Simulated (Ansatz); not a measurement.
The compound is WS2 (space group P-6m2, No. 187), taken as coordinates from a relaxation in a fixed cell with DFT PBE+D3(BJ), scalar-relativistic, plane waves, PAW in Ansatz 0.2.0.

```cif
data_structure
_symmetry_space_group_name_H-M 'P-6m2'
_symmetry_Int_Tables_number 187
_cell_length_a 3.1835
_cell_length_b 3.1835
_cell_length_c 16.9506
_cell_angle_alpha 90.000
_cell_angle_beta 90.000
_cell_angle_gamma 120.000
_cell_volume 148.77
loop_
_atom_site_label
_atom_site_type_symbol
_atom_site_symmetry_multiplicity
_atom_site_Wyckoff_symbol
_atom_site_fract_x
_atom_site_fract_y
_atom_site_fract_z
_atom_site_occupancy
W1 W 1 c 0.33333 0.66667 0.00000 1
S1 S 2 i 0.66667 0.33333 0.90752 1
```

Bonds are taken as S–W below 2.7 Å; no other contact counts. The graph is simplified in the usual way: terminal and isolated atoms are pruned, two-connected atoms become edges.

What net does this leave?

The result is a binodal (3,6)-connected, two-periodic (layers) net: S is a 3-connected node; W is a 6-connected node, in the ratio 2:1. It is the net of the trigonal-prismatic layers of 2H-MoS2. The layers lie parallel to (001).

```
node  links  point symbol  coordination sequence
   S      3           4^3              3 13 9 24
   W      6      4^3.6^12              6 6 18 12
```

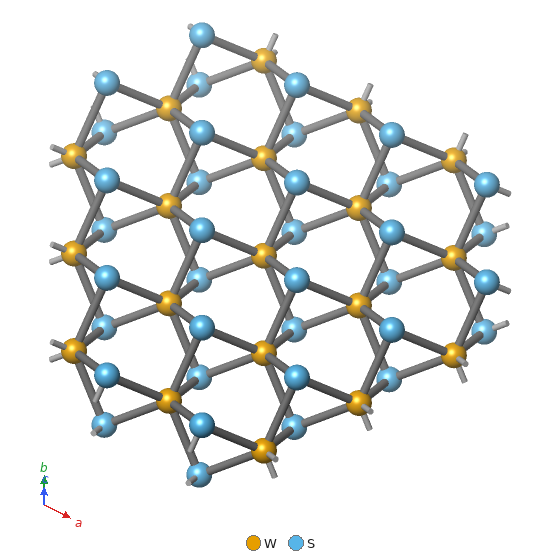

Nodes are coloured by topological kind. One layer is drawn. Edges to nodes outside the piece are drawn as stubs.
